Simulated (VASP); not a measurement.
## Geometry relaxation of Al₁₆N₁₅ (part 5 of 6)

Al₁₆N₁₅ (defect cell, 31 atoms in the cell); Kohn-Sham DFT of a periodic cell, PBEsol, VASP PAW PBE potentials, recommended, spin-polarised (VASP 6.6.1); cutoff 450 eV, 3×3×2 k-mesh, Gaussian smearing of 0.03 eV, collinear spins. The structure derives from an entry of the Crystallography Open Database. It belongs to a series of runs on one base structure; here: atoms moved at random by about 0.05 A.

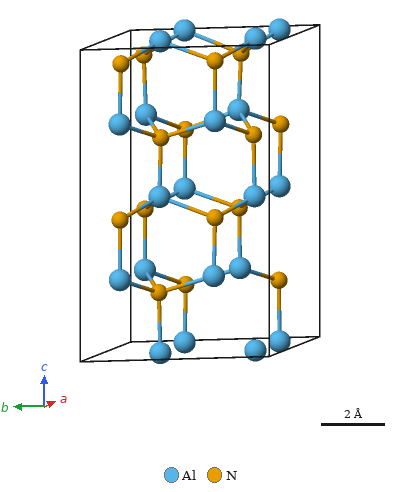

Fig. 1: The starting structure (ball-and-stick view of the cell of the calculation, seen at an oblique angle). An atom can appear more than once, as a periodic image.

**Parts of OUTCAR, continued**
```
 k-point     2 :       0.3333    0.0000    0.0000
  band No.  band energies     occupation
      1      -8.8276      1.00000
      2      -8.0829      1.00000
      3      -8.0340      1.00000
      4      -7.8542      1.00000
      5      -7.3745      1.00000
      6      -7.3727      1.00000
      7      -7.3415      1.00000
      8      -7.1335      1.00000
      9      -6.9688      1.00000
     10      -6.9088      1.00000
     11      -6.9052      1.00000
     12      -6.8777      1.00000
     13      -6.6237      1.00000
     14      -6.5099      1.00000
     15      -6.4953      1.00000
     16       0.3346      1.00000
     17       0.5708      1.00000
     18       0.7445      1.00000
     19       0.7796      1.00000
     20       0.8528      1.00000
     21       0.8758      1.00000
     22       1.1153      1.00000
     23       1.1754      1.00000
     24       1.3005      1.00000
     25       1.4345      1.00000
     26       1.5689      1.00000
     27       1.8821      1.00000
     28       2.1725      1.00000
     29       2.3330      1.00000
     30       2.3473      1.00000
     31       2.4121      1.00000
     32       2.5878      1.00000
     33       2.8896      1.00000
     34       3.1128      1.00000
     35       3.1565      1.00000
     36       3.2430      1.00000
     37       3.3630      1.00000
     38       3.3985      1.00000
     39       3.4550      1.00000
     40       3.8825      1.00000
     41       4.1375      1.00000
     42       4.2867      1.00000
     43       4.3206      1.00000
     44       4.3362      1.00000
     45       4.3831      1.00000
     46       4.4534      1.00000
     47       4.5030      1.00000
     48       4.5209      1.00000
     49       4.5808      1.00000
     50       4.6303      1.00000
     51       4.7432      1.00000
     52       4.8466      1.00000
     53       4.8499      1.00000
     54       4.9141      1.00000
     55       4.9529      1.00000
     56       4.9904      1.00000
     57       5.0773      1.00000
     58       5.2761      1.00000
     59       5.5556      1.00000
     60       5.5955      1.00000
     61       7.0753      0.00000
     62      10.2367      0.00000
     63      10.4037      0.00000
     64      11.3042      0.00000
     65      11.3392      0.00000
     66      11.7041      0.00000
     67      11.7362      0.00000
     68      11.9821      0.00000
     69      12.0442      0.00000
     70      12.1724      0.00000
     71      12.2874      0.00000
     72      12.3680      0.00000
     73      12.5256      0.00000

 k-point     3 :       0.0000    0.3333    0.0000
  band No.  band energies     occupation
      1      -8.8277      1.00000
      2      -8.0827      1.00000
      3      -8.0345      1.00000
      4      -7.8538      1.00000
      5      -7.3751      1.00000
      6      -7.3724      1.00000
      7      -7.3408      1.00000
      8      -7.1323      1.00000
      9      -6.9690      1.00000
     10      -6.9109      1.00000
     11      -6.9048      1.00000
     12      -6.8773      1.00000
     13      -6.6234      1.00000
     14      -6.5111      1.00000
     15      -6.4945      1.00000
     16       0.3345      1.00000
     17       0.5708      1.00000
     18       0.7433      1.00000
     19       0.7821      1.00000
     20       0.8525      1.00000
     21       0.8757      1.00000
     22       1.1156      1.00000
     23       1.1747      1.00000
     24       1.3014      1.00000
     25       1.4342      1.00000
     26       1.5697      1.00000
     27       1.8817      1.00000
     28       2.1721      1.00000
     29       2.3327      1.00000
     30       2.3483      1.00000
     31       2.4122      1.00000
     32       2.5894      1.00000
     33       2.8891      1.00000
     34       3.1108      1.00000
     35       3.1571      1.00000
     36       3.2406      1.00000
     37       3.3646      1.00000
     38       3.3991      1.00000
     39       3.4557      1.00000
     40       3.8822      1.00000
     41       4.1373      1.00000
     42       4.2864      1.00000
     43       4.3189      1.00000
     44       4.3337      1.00000
     45       4.3828      1.00000
     46       4.4530      1.00000
     47       4.5011      1.00000
     48       4.5224      1.00000
     49       4.5814      1.00000
     50       4.6297      1.00000
     51       4.7446      1.00000
     52       4.8465      1.00000
     53       4.8503      1.00000
     54       4.9132      1.00000
     55       4.9527      1.00000
     56       4.9923      1.00000
     57       5.0783      1.00000
     58       5.2762      1.00000
     59       5.5558      1.00000
     60       5.5955      1.00000
     61       7.0746      0.00000
     62      10.2355      0.00000
     63      10.4129      0.00000
     64      11.3022      0.00000
     65      11.3423      0.00000
     66      11.7033      0.00000
     67      11.7376      0.00000
     68      11.9824      0.00000
     69      12.0445      0.00000
     70      12.1724      0.00000
     71      12.2849      0.00000
     72      12.3670      0.00000
     73      12.5244      0.00000

 k-point     4 :      -0.3333    0.3333    0.0000
  band No.  band energies     occupation
      1      -8.8276      1.00000
      2      -8.0827      1.00000
      3      -8.0334      1.00000
      4      -7.8547      1.00000
      5      -7.3743      1.00000
      6      -7.3736      1.00000
      7      -7.3430      1.00000
      8      -7.1325      1.00000
      9      -6.9667      1.00000
     10      -6.9073      1.00000
     11      -6.9059      1.00000
     12      -6.8795      1.00000
     13      -6.6258      1.00000
     14      -6.5081      1.00000
     15      -6.4949      1.00000
     16       0.3347      1.00000
     17       0.5680      1.00000
     18       0.7463      1.00000
     19       0.7776      1.00000
     20       0.8534      1.00000
     21       0.8787      1.00000
     22       1.1126      1.00000
     23       1.1748      1.00000
     24       1.3003      1.00000
     25       1.4342      1.00000
     26       1.5695      1.00000
     27       1.8829      1.00000
     28       2.1728      1.00000
     29       2.3388      1.00000
     30       2.3438      1.00000
     31       2.4140      1.00000
     32       2.5827      1.00000
     33       2.8895      1.00000
     34       3.1156      1.00000
     35       3.1557      1.00000
     36       3.2446      1.00000
     37       3.3592      1.00000
     38       3.3978      1.00000
     39       3.4532      1.00000
     40       3.8805      1.00000
     41       4.1386      1.00000
     42       4.2875      1.00000
     43       4.3241      1.00000
     44       4.3414      1.00000
     45       4.3840      1.00000
     46       4.4553      1.00000
     47       4.5038      1.00000
     48       4.5192      1.00000
     49       4.5814      1.00000
     50       4.6314      1.00000
     51       4.7442      1.00000
     52       4.8472      1.00000
     53       4.8483      1.00000
     54       4.9133      1.00000
     55       4.9543      1.00000
     56       4.9854      1.00000
     57       5.0765      1.00000
     58       5.2787      1.00000
     59       5.5554      1.00000
     60       5.5942      1.00000
     61       7.0769      0.00000
     62      10.2323      0.00000
     63      10.3945      0.00000
     64      11.3077      0.00000
     65      11.3343      0.00000
     66      11.6996      0.00000
     67      11.7346      0.00000
     68      11.9804      0.00000
     69      12.0439      0.00000
     70      12.1733      0.00000
     71      12.2897      0.00000
     72      12.3661      0.00000
     73      12.5286      0.00000

 k-point     5 :       0.3333    0.3333    0.0000
  band No.  band energies     occupation
      1      -8.3025      1.00000
      2      -8.2350      1.00000
      3      -8.1280      1.00000
      4      -7.5950      1.00000
      5      -7.5927      1.00000
      6      -7.5422      1.00000
      7      -7.5205      1.00000
      8      -7.4876      1.00000
      9      -7.1777      1.00000
     10      -6.7628      1.00000
     11      -6.7106      1.00000
     12      -6.6873      1.00000
     13      -6.6480      1.00000
     14      -6.6008      1.00000
     15      -6.5704      1.00000
     16       0.8692      1.00000
     17       0.9863      1.00000
     18       1.0422      1.00000
     19       1.1161      1.00000
     20       1.1297      1.00000
     21       1.1865      1.00000
     22       1.3470      1.00000
     23       1.6432      1.00000
     24       1.6731      1.00000
     25       1.7836      1.00000
     26       1.7992      1.00000
     27       2.0037      1.00000
     28       2.0067      1.00000
     29       2.1755      1.00000
     30       2.1966      1.00000
     31       2.2550      1.00000
     32       2.3937      1.00000
     33       2.4688      1.00000
     34       2.4923      1.00000
     35       2.5263      1.00000
     36       2.9658      1.00000
     37       3.0512      1.00000
     38       3.5177      1.00000
     39       3.6203      1.00000
     40       3.6865      1.00000
     41       3.9751      1.00000
     42       4.0262      1.00000
     43       4.0315      1.00000
     44       4.0602      1.00000
     45       4.1167      1.00000
     46       4.1639      1.00000
     47       4.3193      1.00000
     48       4.4291      1.00000
     49       4.5835      1.00000
     50       4.6103      1.00000
     51       4.6265      1.00000
     52       4.7056      1.00000
     53       4.8020      1.00000
     54       4.8811      1.00000
     55       4.9611      1.00000
     56       5.0087      1.00000
     57       5.0757      1.00000
     58       5.1547      1.00000
     59       5.3051      1.00000
     60       5.3433      1.00000
     61       7.5906      0.00000
     62      10.2881      0.00000
     63      10.3919      0.00000
     64      10.6063      0.00000
     65      11.0107      0.00000
     66      12.2431      0.00000
     67      12.5596      0.00000
     68      12.6443      0.00000
     69      12.6690      0.00000
     70      12.6962      0.00000
     71      12.8357      0.00000
     72      12.9602      0.00000
     73      13.2632      0.00000

 [... the levels of 4 k-points are left out ...]

 k-point    10 :       0.3333    0.3333    0.5000
  band No.  band energies     occupation
      1      -8.1530      1.00000
      2      -8.0806      1.00000
      3      -8.0790      1.00000
      4      -8.0447      1.00000
      5      -7.9862      1.00000
      6      -7.7392      1.00000
      7      -7.0076      1.00000
      8      -6.9458      1.00000
      9      -6.9026      1.00000
     10      -6.8875      1.00000
     11      -6.8853      1.00000
     12      -6.8469      1.00000
     13      -6.7187      1.00000
     14      -6.6912      1.00000
     15      -6.6017      1.00000
     16       0.6777      1.00000
     17       1.0916      1.00000
     18       1.1986      1.00000
     19       1.2337      1.00000
     20       1.2537      1.00000
     21       1.3153      1.00000
     22       1.3482      1.00000
     23       1.3695      1.00000
     24       1.5208      1.00000
     25       1.5428      1.00000
     26       1.6741      1.00000
     27       1.8206      1.00000
     28       1.8896      1.00000
     29       2.3109      1.00000
     30       2.3141      1.00000
     31       2.3810      1.00000
     32       2.4217      1.00000
     33       2.6692      1.00000
     34       2.9050      1.00000
     35       2.9843      1.00000
     36       3.1811      1.00000
     37       3.1925      1.00000
     38       3.2137      1.00000
     39       3.3483      1.00000
     40       3.4038      1.00000
     41       3.6145      1.00000
     42       3.8859      1.00000
     43       3.9261      1.00000
     44       3.9930      1.00000
     45       4.0793      1.00000
     46       4.1871      1.00000
     47       4.4131      1.00000
     48       4.4336      1.00000
     49       4.4503      1.00000
     50       4.4816      1.00000
     51       4.6608      1.00000
     52       4.7722      1.00000
     53       4.7743      1.00000
     54       4.7986      1.00000
     55       4.8388      1.00000
     56       5.1633      1.00000
     57       5.3169      1.00000
     58       5.3256      1.00000
     59       5.3419      1.00000
     60       5.4075      1.00000
     61       7.5480      0.00000
     62      10.2613      0.00000
     63      10.3273      0.00000
     64      10.6897      0.00000
     65      11.7417      0.00000
     66      11.8906      0.00000
     67      12.4276      0.00000
     68      12.4816      0.00000
     69      12.4984      0.00000
     70      12.5946      0.00000
     71      12.9068      0.00000
     72      12.9994      0.00000
     73      13.1487      0.00000
 [bands above 73 left out]

------------------------ aborting loop because EDIFF is reached ----------------------------------------

  FORCE on cell =-STRESS in cart. coord.  units (eV):
  Direction    XX          YY          ZZ          XY          YZ          ZX
  --------------------------------------------------------------------------------------
  -------------------------------------------------------------------------------------
  Total       -5.4866685     -5.0625805     -9.7092667      0.1768403      0.1917599     -0.1028311
  in kB      -26.3419815    -24.3058975    -46.6150500      0.8490258      0.9206564     -0.4937012
  external PRESSURE =     -32.4209763 kB  Pullay stress =       0.0000000 kB

 VOLUME and BASIS-vectors are now :
 -----------------------------------------------------------------------------
  energy-cutoff  :      450.00
  volume of cell :      333.71
      direct lattice vectors                 reciprocal lattice vectors
     6.220000861  0.000000000  0.000000000     0.160771682  0.092821574  0.000000000
    -3.110000430  5.386678757  0.000000000     0.000000000  0.185643148  0.000000000
     0.000000000  0.000000000  9.960000000     0.000000000  0.000000000  0.100401606

 POSITION                                       TOTAL-FORCE (eV/Angst)
 -----------------------------------------------------------------------------------
      1.55390      0.89358      9.76524        -0.003367      0.008325     -0.013716
      1.54717      0.90298      4.99854        -0.002851      0.003917      0.011615
      0.00566      3.59915      0.00431         0.004469      0.011013     -0.010292
      0.00223      3.60337      4.99281         0.003411     -0.003101     -0.007949
      4.66097      0.88883      0.00611        -0.007549     -0.006517     -0.020655
      4.65793      0.89074      4.99361        -0.004656      0.005312      0.002542
      3.09353      3.59873      0.00155         0.000023      0.009295     -0.000131
      3.09017      3.60285      4.99273         0.013491     -0.004196     -0.001384
     -0.06435      1.83612      2.52226         0.013909     -0.001508     -0.010017
     -0.01511      1.80517      7.45672        -0.007883     -0.012000      0.013720
     -1.56943      4.43012      2.51556        -0.000750      0.004753     -0.009627
     -1.56054      4.47765      7.45313        -0.008129      0.001504      0.004537
      3.15481      1.84215      2.51994        -0.007778     -0.011208     -0.007387
      3.11629      1.80361      7.45469        -0.012990      0.010196      0.008784
      1.54446      4.49531      2.51076         0.006949      0.005448     -0.005758
      1.54980      4.49164      7.47484         0.000338      0.005156      0.014342
      1.54942      0.90017      6.90775         0.000186     -0.001285      0.001556
     -0.00714      3.60219      1.90019         0.004079     -0.003658     -0.004882
     -0.00383      3.59468      6.88604        -0.001574     -0.005671      0.000603
      4.65371      0.90102      1.90194         0.001121      0.004388      0.009028
      4.66021      0.89930      6.88757         0.014744      0.004263     -0.002698
      3.09335      3.60314      1.89663         0.002271     -0.006668     -0.002281
      3.10247      3.59393      6.88551         0.001927      0.002567     -0.000345
     -0.00391      1.79930      4.39848         0.013338     -0.015724      0.008272
     -0.01033      1.80174      9.38519        -0.000967     -0.012252      0.000302
     -1.56376      4.49980      4.39410         0.002624      0.012648      0.016752
     -1.55963      4.47500      9.37466        -0.004341      0.001621      0.011163
      3.09791      1.79820      4.39816        -0.000568     -0.005361     -0.005781
      3.11568      1.80242      9.37926        -0.003858     -0.003457      0.004242
      1.54665      4.49478      4.39896        -0.007106      0.000704      0.000739
      1.54980      4.49209      9.37723        -0.008514      0.001494     -0.005294
 -----------------------------------------------------------------------------------
    total drift:                                0.003876      0.001356      0.002160

  FREE ENERGIE OF THE ION-ELECTRON SYSTEM (eV)
  ---------------------------------------------------
  free  energy   TOTEN  =      -242.5814457240 eV

  energy  without entropy=     -242.5791555672  energy(sigma->0) =     -242.58030065

 reached required accuracy - stopping structural energy minimisation

 total charge

# of ion       s       p       d       tot
------------------------------------------
    1        0.383   0.416   0.000   0.799
    2        0.363   0.436   0.000   0.799
    3        0.365   0.439   0.000   0.805
    4        0.367   0.438   0.000   0.805
    5        0.365   0.439   0.000   0.804
    6        0.367   0.438   0.000   0.805
    7        0.365   0.439   0.000   0.805
    8        0.367   0.438   0.000   0.805
    9        0.387   0.410   0.000   0.797
   10        0.367   0.438   0.000   0.805
   11        0.389   0.413   0.000   0.801
   12        0.367   0.440   0.000   0.807
   13        0.388   0.412   0.000   0.800
   14        0.367   0.439   0.000   0.806
   15        0.363   0.435   0.000   0.798
   16        0.366   0.439   0.000   0.805
   17        1.222   2.604   0.000   3.827
   18        1.235   2.594   0.000   3.828
   19        1.224   2.613   0.000   3.837
   20        1.234   2.593   0.000   3.827
   21        1.224   2.613   0.000   3.836
   22        1.236   2.596   0.000   3.832
   23        1.224   2.613   0.000   3.837
   24        1.227   2.594   0.000   3.821
   25        1.227   2.600   0.000   3.827
   26        1.227   2.593   0.000   3.820
   27        1.228   2.602   0.000   3.830
   28        1.227   2.593   0.000   3.821
   29        1.228   2.601   0.000   3.829
   30        1.223   2.618   0.000   3.841
   31        1.223   2.616   0.000   3.838
--------------------------------------------------
tot         24.343  45.951   0.000  70.294

 magnetization (x)

# of ion       s       p       d       tot
------------------------------------------
    1        0.003   0.017   0.000   0.020
    2        0.001  -0.000   0.000   0.001
    3       -0.000  -0.000   0.000  -0.000
    4        0.001   0.002   0.000   0.003
    5       -0.000  -0.000   0.000  -0.000
    6        0.001   0.002   0.000   0.003
    7       -0.000  -0.000   0.000  -0.000
    8        0.001   0.002   0.000   0.003
    9        0.034   0.056   0.000   0.090
   10        0.001   0.002   0.000   0.003
   11        0.036   0.058   0.000   0.094
   12        0.001   0.002   0.000   0.003
   13        0.036   0.057   0.000   0.093
   14        0.001   0.002   0.000   0.003
   15        0.000   0.000   0.000   0.001
   16        0.001   0.001   0.000   0.001
   17        0.000  -0.000   0.000  -0.000
   18        0.011   0.028   0.000   0.040
   19        0.001   0.008   0.000   0.009
   20        0.011   0.028   0.000   0.039
   21        0.001   0.008   0.000   0.009
   22        0.012   0.030   0.000   0.042
   23        0.001   0.008   0.000   0.009
   24        0.003   0.025   0.000   0.028
   25        0.003   0.023   0.000   0.026
   26        0.003   0.024   0.000   0.028
   27        0.004   0.024   0.000   0.028
   28        0.003   0.025   0.000   0.028
   29        0.003   0.024   0.000   0.027
   30        0.000   0.002   0.000   0.003
   31        0.001   0.001   0.000   0.002
--------------------------------------------------
tot          0.174   0.459   0.000   0.634
```
